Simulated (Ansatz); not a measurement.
Consider Pt$_{5}$Se$_{9}$ (cell with a defect).

Input

```
crystal:
  lattice:
    - [-5.6273392766, -3.2489458462, 6.5013337589]
    - [5.6273392766, -3.2489458462, 6.5013337589]
    - [0.0, 6.4978916924, 6.5013337589]
  atoms:
    - { symbol: Pt, position: [0.6666666667, 0.3333333333, 0.0] }
    - { symbol: Pt, position: [0.6666666667, 0.0, 0.3333333333] }
    - { symbol: Pt, position: [0.3333333333, 0.6666666667, 0.0] }
    - { symbol: Pt, position: [0.9926369486, 1.0077169784, 0.0007894437] }
    - { symbol: Pt, position: [0.3278368815, 0.328790765, 0.3292245616] }
    - { symbol: Pt, position: [0.6666666667, 0.6666666667, 0.6666666667] }
    - { symbol: Pt, position: [0.3333333333, 0.0, 0.6666666667] }
    - { symbol: Pt, position: [1.0, 0.6666666667, 0.3333333333] }
    - { symbol: Pt, position: [1.0, 0.3333333333, 0.6666666667] }
    - { symbol: Se, position: [0.7107880402, 0.7107880402, 0.3774547068] }
    - { symbol: Se, position: [0.7107880402, 0.3774547068, 0.7107880402] }
    - { symbol: Se, position: [0.380890167, 0.0413541769, 0.3717080674] }
    - { symbol: Se, position: [0.0563612281, 0.3721569894, 0.3675670814] }
    - { symbol: Se, position: [0.3774547068, 0.7107880402, 0.7107880402] }
    - { symbol: Se, position: [0.7107880402, 0.0441213735, 0.0441213735] }
    - { symbol: Se, position: [0.3706949225, 0.3790697653, 0.0403358056] }
    - { symbol: Se, position: [0.0441213735, 0.0441213735, 0.7107880402] }
    - { symbol: Se, position: [0.0441213735, 0.7107880402, 0.0441213735] }
    - { symbol: Se, position: [0.6225452932, 0.2892119598, 0.2892119598] }
    - { symbol: Se, position: [0.6225452932, 0.9558786265, 0.6225452932] }
    - { symbol: Se, position: [0.2892119598, 0.6225452932, 0.2892119598] }
    - { symbol: Se, position: [0.9551291316, 0.9615792335, 0.2908852926] }
    - { symbol: Se, position: [0.2892119598, 0.2892119598, 0.6225452932] }
    - { symbol: Se, position: [0.6225452932, 0.6225452932, 0.9558786265] }
    - { symbol: Se, position: [0.2857173139, 0.9568380944, 0.9583899631] }
    - { symbol: Se, position: [0.9558786265, 0.6225452932, 0.6225452932] }
    - { symbol: Se, position: [0.9671773659, 0.2967044034, 0.9491772453] }
    - { symbol: Pt, position: [0.1637097677, 0.1638683198, 0.1707966107] }
  host:
    lattice:
      - [3.7515595178, 0.0, 0.0]
      - [-1.8757797589, 3.2489458462, 0.0]
      - [0.0, 0.0, 6.5013337589]
    atoms:
      - { symbol: Pt, position: [0.0, 0.0, 0.0] }
      - { symbol: Se, position: [0.6666666667, 0.3333333333, 0.7990307871] }
      - { symbol: Se, position: [0.3333333333, 0.6666666667, 0.2009692129] }
basis:
  ecutwfc: 420
  xc_grid: 2
kpoints:
  mp_grid: { grid: [2, 2, 2], shift: [0.5, 0.5, 0.5] }
hamiltonian:
  xc: pbe
scf:
  occupations: { method: gaussian, width: 0.01 }
output:
  forces: true
  stress: false
  eigenvalues: true
  charged_corrections:
    defect_position: [0.16666667, 0.16666667, 0.16666667]
    epsilon: [[17.6831, 0.0, 0.0], [0.0, 17.6831, 0.0], [0.0, 0.0, 5.238]]
  write_density: true
  write_potential: true
  elf: true
  volumetric_format: npy
relax:
  adjacent_minimum: "off"
  f_tol: 0.025
  max_steps: 45
```

Command:

```sh
ansatz run input.yaml --threads 4 --pin off --max-ram 10240MiB --backend cpu --events-out ev --progress --plain --runs-dir out
```

The fields are those of the run's last geometry, not of the input's.

All numbers below come from Ansatz 0.2.0, DFT PBE, scalar-relativistic, plane waves, PAW.

### What will maps of the valence pseudo-density and electron localisation function show?

Pt–Se (2.52 Å): ρ at the midpoint is about 0.57 e/Å³; the ELF is about 0.50 at the midpoint.
Pt–Se (2.53 Å): the density is about 0.56 e/Å³ at the midpoint; the ELF is about 0.50 at the midpoint.

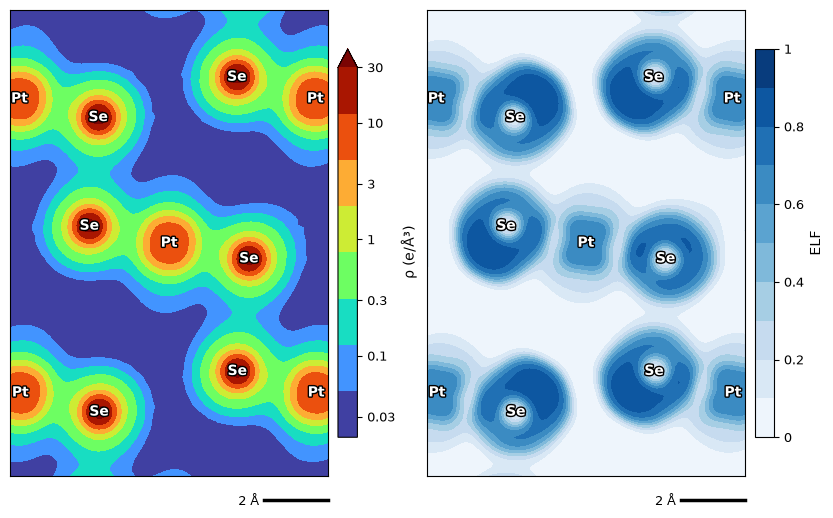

Computed valence pseudo-density and electron localisation function on the (011̄) plane of the calculation cell, in this order. 

In a PAW calculation such maps are meaningful between the atoms, not at the nuclei.
